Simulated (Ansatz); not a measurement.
# Calculations on Sn

### Relaxation

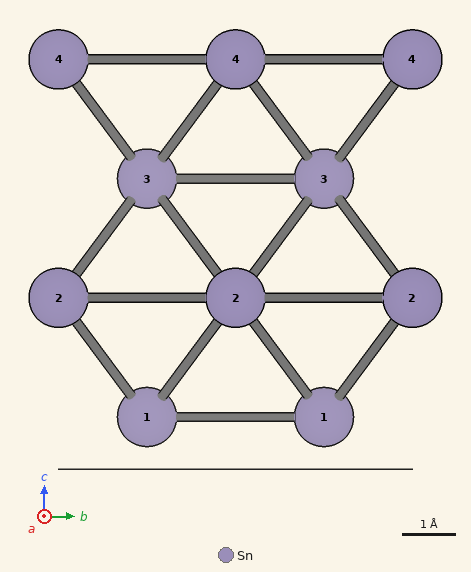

This is the input geometry for a constrained relaxation of a slab of composition Sn (cut from the I4/mmm phase). Style: ball-and-stick. Shown: the 2 × 2 repeat of the cell, outlined in the plane, without the vacuum, along the a axis.

Case: clean slab, lower half held. The slab is the (1 1 0) face of Sn. 2 atoms are held fixed.

Method: DFT PBEsol, scalar-relativistic, plane waves, PAW in Ansatz 0.2.0.

The input:
```yaml
crystal:
  lattice:
    - [3.4135078674, 0.0, 0.0]
    - [0.3483379143, 3.3956879507, 0.0]
    - [0.0, 0.0, 23.8617357771]
  atoms:
    - { symbol: Sn, position: [0.5, 0.5, 0.3562188468] }
    - { symbol: Sn, position: [0.0, 0.0, 0.4520729489] }
    - { symbol: Sn, position: [0.5, 0.5, 0.5479270511] }
    - { symbol: Sn, position: [0.0, 0.0, 0.6437811532] }
basis:
  ecutwfc: 420
kpoints:
  mp_grid: { grid: [9, 9, 1] }
hamiltonian:
  xc: pbesol
scf:
  occupations: { method: gaussian, width: 0.1 }
output:
  forces: true
  eigenvalues: true
  write_density: true
  write_potential: true
  elf: true
  volumetric_format: npy
relax:
  adjacent_minimum: "off"
  f_tol: 0.03
  max_steps: 70
  constraints: [{ sites: [0, 1] }]
efield:
  axis: 3
  dipole_correction: true
  ramp_width: 0.04
```

Command:
```bash
ansatz run input.yaml --threads 2 --pin off --max-ram 5120MiB --backend cpu --events-out ev --progress --plain --runs-dir out
```

Question: What does the optimiser find from here?

Answer: The largest move is that of Sn3, 0.14 Å along the normal (+c). The cell stays as it was. Near-neighbour distances that change, for instance: Sn2–Sn3 3.235 → 3.339 Å, Sn2–Sn3 (another image) 3.414 → 3.512 Å, Sn3–Sn4 3.235 → 3.141 Å, Sn3–Sn4 (another image) 3.414 → 3.325 Å. The energy falls by 29.3 meV per cell of the calculation in 2 geometry steps. Largest force component: 0.42 eV/Å at the start, 0.011 eV/Å at the end. Cost: 35 s on 2 threads of Intel(R) Xeon(R) Platinum 8488C (Sapphire Rapids) (shared host), peak memory 0.62 GiB.

The end point in the same view:

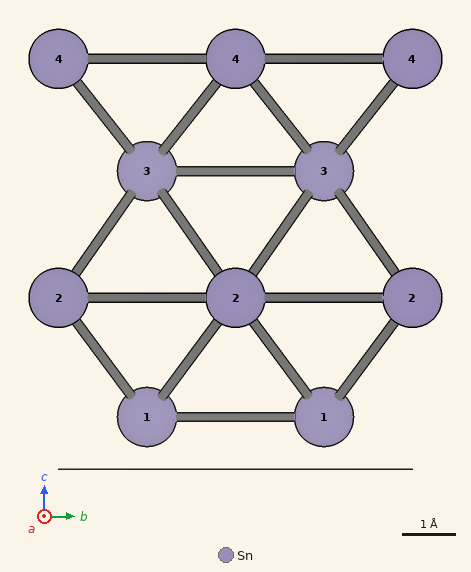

### Relaxation

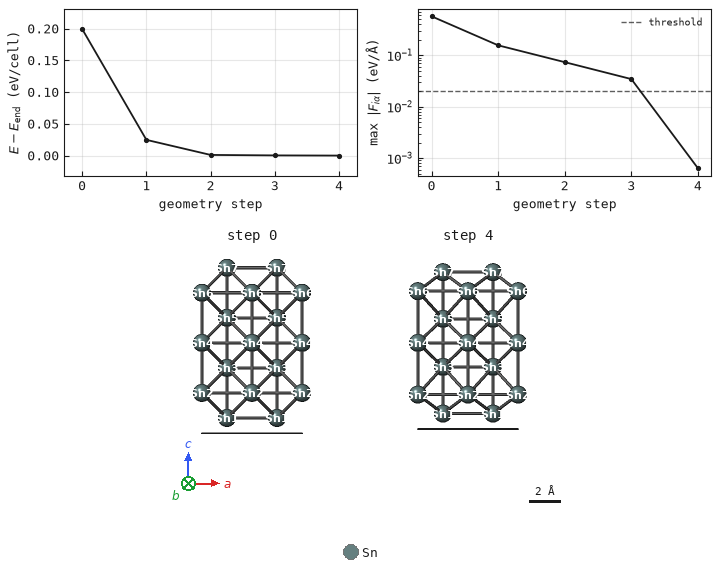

First and last geometry of a relaxation of a slab of composition Sn (cut from the I4/mmm phase), with the history of the run. A ball-and-stick model of the 2 × 1 repeat of the cell, outlined in the plane, without the vacuum, seen along the b axis.

Case: (1 0 0) slab, atoms relaxed. The slab is the (1 0 0) face of Sn.

These are results of Ansatz 0.2.0, DFT PBEsol, scalar-relativistic, plane waves, PAW, not measurements.

The input:
```yaml
crystal:
  lattice:
    - [3.2346532634, 0.0, 0.0]
    - [0.0, 5.067758911, 0.0]
    - [0.0, 0.0, 24.7039597902]
  atoms:
    - { symbol: Sn, position: [0.5, 0.5, 0.3035950537] }
    - { symbol: Sn, position: [0.0, 0.0, 0.3690633692] }
    - { symbol: Sn, position: [0.5, 0.5, 0.4345316846] }
    - { symbol: Sn, position: [0.0, 0.0, 0.5] }
    - { symbol: Sn, position: [0.5, 0.5, 0.5654683154] }
    - { symbol: Sn, position: [0.0, 0.0, 0.6309366308] }
    - { symbol: Sn, position: [0.5, 0.5, 0.6964049463] }
basis:
  ecutwfc: 420
kpoints:
  mp_grid: { grid: [11, 7, 1] }
hamiltonian:
  xc: pbesol
scf:
  occupations: { method: gaussian, width: 0.1 }
output:
  forces: true
  eigenvalues: true
relax:
  adjacent_minimum: "off"
  f_tol: 0.02
  max_steps: 60
efield:
  axis: 3
  dipole_correction: true
  ramp_width: 0.04
```

Run as
```bash
ansatz run input.yaml --threads 1 --pin off --max-ram 2560MiB --backend cpu --events-out ev --progress --plain --runs-dir out
```

Q: Read the history and describe the run.

A: It converged. The largest moves relative to the layer's centre, 0.28 Å, are those of Sn1 and Sn7. Sn1 goes along the normal (+c). The cell stays as it was. Some distances before and after: Sn1–Sn3 3.235 → 3.016 Å, Sn1–Sn2 3.414 → 3.247 Å, Sn3–Sn5 3.235 → 3.103 Å, Sn2–Sn4 3.235 → 3.340 Å. Over 4 geometry steps the energy falls by 0.199 eV per cell of the calculation. Largest force component: 0.57 eV/Å at the start, 0.00064 eV/Å at the end. The run took 91 s on 1 thread of AMD EPYC 9R45 96-Core Processor (Zen 5), on a shared host, peak memory 0.82 GiB.

### A change

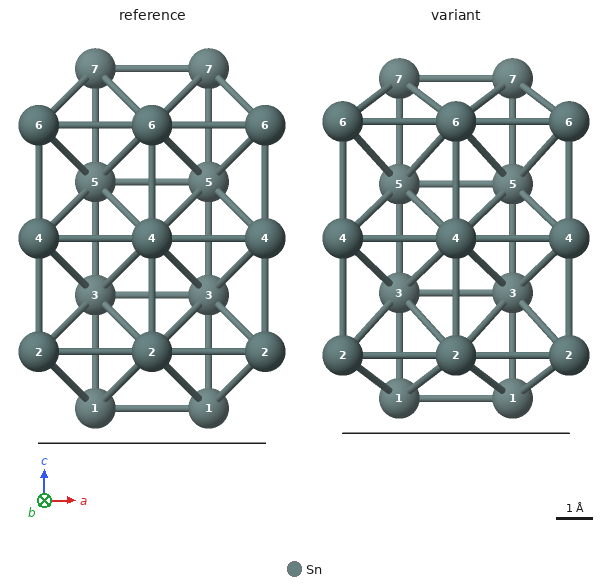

Left: a (1 0 0) slab of Sn as cut from the relaxed bulk. Right: the same structure after one change, at the same scale. A ball-and-stick model of the 2 × 1 repeat of the cell, outlined in the plane, without the vacuum, seen along the b axis.

Level of theory: DFT PBEsol, scalar-relativistic, plane waves, PAW in Ansatz 0.2.0. Settings: plane-wave cutoff 420 eV; occupations gaussian; smearing width 0.1 eV; no spin polarisation. The k-mesh is chosen for each cell (11×7×21, 11×7×1).

The atoms of the slab are relaxed at the bulk's in-plane cell.

**What does the change do?**

The surface energy (mean of the two faces) falls from 0.54 to 0.45 J/m². The top spacing, between the Sn and Sn planes, goes from 1.62 to 1.23 Å (−24.1 %), the bottom one (Sn to Sn) from 1.62 to 1.23 Å (−24.1 %). The work function of the top face goes from 3.92 to 3.97 eV. The cell doesn't change. The largest moves relative to the layer's centre, 0.28 Å, are those of Sn1 and Sn7. Sn1 goes along the normal (+c). Near-neighbour distances before and after: Sn–Sn 3.235 → 3.016 to 3.340 Å, Sn–Sn 3.414 → 3.247 to 3.498 Å.
